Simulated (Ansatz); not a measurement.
## NbP in space group I4_1/amd: the states at the Fermi level

The calculation's input:

```yaml
crystal:
  lattice:
    - [-1.6625, 1.6625, 5.69]
    - [1.6625, -1.6625, 5.69]
    - [1.6625, 1.6625, -5.69]
  atoms:
    - { symbol: Nb, position: [0.0, 0.0, 0.0] }
    - { symbol: Nb, position: [0.75, 0.25, 0.5] }
    - { symbol: P, position: [0.5, 0.5, 0.0] }
    - { symbol: P, position: [0.25, 0.75, 0.5] }
basis:
  ecutwfc: 420
kpoints:
  mp_grid: { grid: [16, 16, 16] }
hamiltonian:
  xc: pbe
scf:
  occupations: { method: gaussian, width: 0.05 }
output:
  forces: true
  eigenvalues: true
  eigenstates:
    nscf_kmesh: { grid: [24, 24, 24] }
    top_band: c6
    de_dk: true
    localisation: true
  stress: true
checkpoint:
  write: ck
  compress: false
  write_wavefunctions: false
  write_every: 100000
```

Launched as:

```sh
ansatz run input.yaml --threads 1 --pin off --max-ram 3072MiB --backend cpu --events-out ev --progress --plain --runs-dir out
```

These are results of Ansatz 0.2.0, DFT PBE, scalar-relativistic, plane waves, PAW; levels and slopes on a dense k mesh at the converged density, not measurements. No spin polarisation. k mesh for the levels: 24×24×24. Unrelaxed database geometry (residual pressure 19 GPa). Sheets, masses and frequencies are those of this strained cell.

Part 1: The sheets

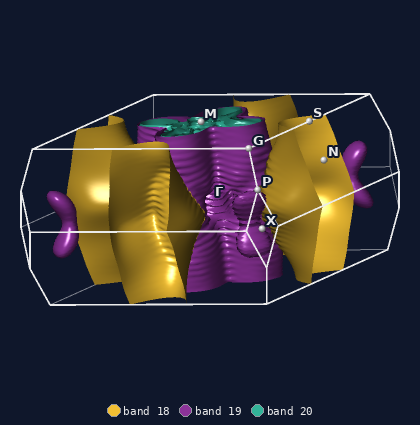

The figure shows the computed Fermi surface of this crystal. Each colour is one band. The brighter face of a sheet looks towards empty states.

What does each sheet look like, and where are the electron and hole pockets?

Answer. Three bands cross the Fermi level.

Band 18: two open hole tubes parallel to Γ–M.
Band 19: two electron pockets on the Γ–X line (each 0.28 % of the zone), two electron pockets on the Γ–X line (each 0.27 % of the zone) and one open electron tube parallel to Γ–M.
Band 20: one open electron tube parallel to Γ–M.

Part 2: Weight on the atoms

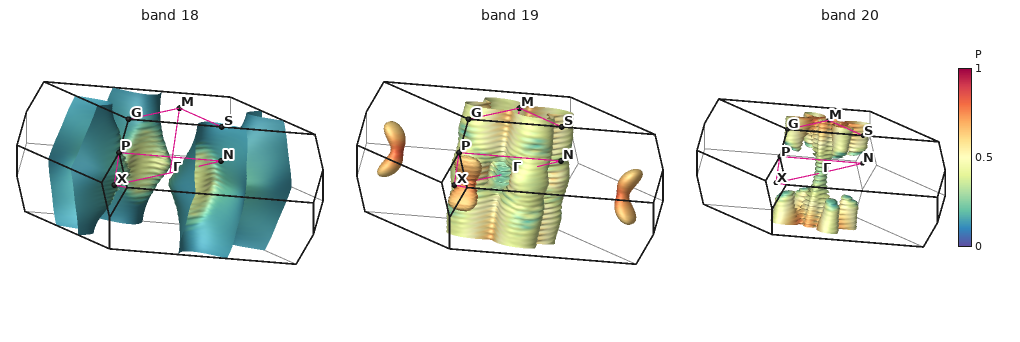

Fermi surface of this crystal, coloured by the weight of the states on P (Voronoi cells).

On which elements do the states at the Fermi level lie?

Answer. Band 18: Nb (81 %) and P (19 %). Band 19: Nb (52 %) and P (48 %). Band 20: Nb (50 %) and P (50 %).

Part 3: Speeds

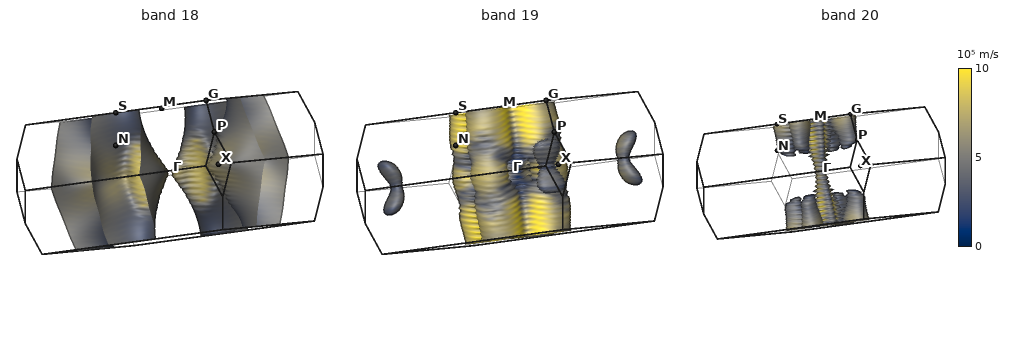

Fermi surface of this crystal, coloured by the Fermi speed.

Give the range and mean of the Fermi speed for each band.

Answer. Band 18: 3.2 to 7.8 × 10⁵ m/s over most of the sheet, 5.0 × 10⁵ m/s on average over states. Band 19: 3.1 to 9.5 × 10⁵ m/s over most of the sheet, 5.5 × 10⁵ m/s on average over states. Band 20: 3.2 to 8.9 × 10⁵ m/s over most of the sheet, 4.8 × 10⁵ m/s on average over states.

Part 4: Cuts and bands

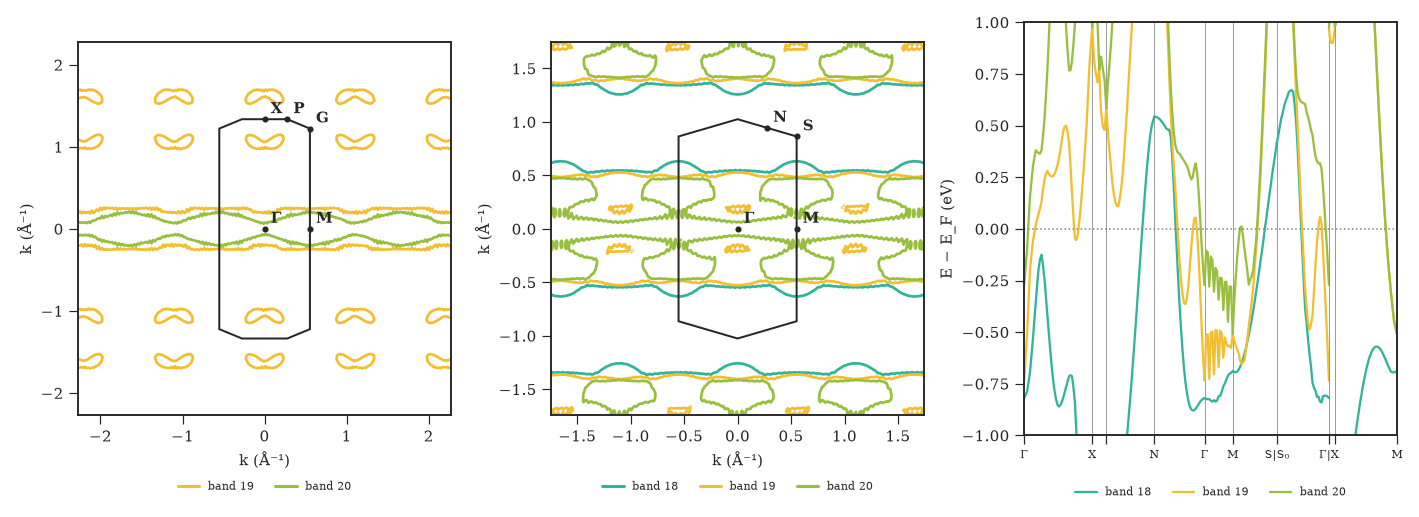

This crystal: cuts through the Fermi surface in the plane through Γ, M and X and the plane through Γ, M and N, and the bands that cross the Fermi level.

Give each band's level at the labelled points, in eV from the Fermi level.

Answer.
| band | Γ | M | X | P | N |
| --- | --- | --- | --- | --- | --- |
| band 18 | −0.82 | −0.69 | below | below | +0.54 |
| band 19 | −0.73 | −0.51 | +0.98 | +0.58 | above |
| band 20 | −0.27 | −0.51 | +0.98 | +0.58 | above |

Negative values are filled states; "above" and "below" lie outside the plotted window.

Spin-orbit coupling is left out; with Nb it can split, shift or remove sheets. The mesh is coarse (steps of 0.11 Å⁻¹). Necks and pockets thinner than about two mesh steps aren't resolved, so separate pockets may in truth be joined.

Cost: 100 s on 1 thread of Arm Neoverse V1, with other jobs on the host, peak memory 0.94 GiB.
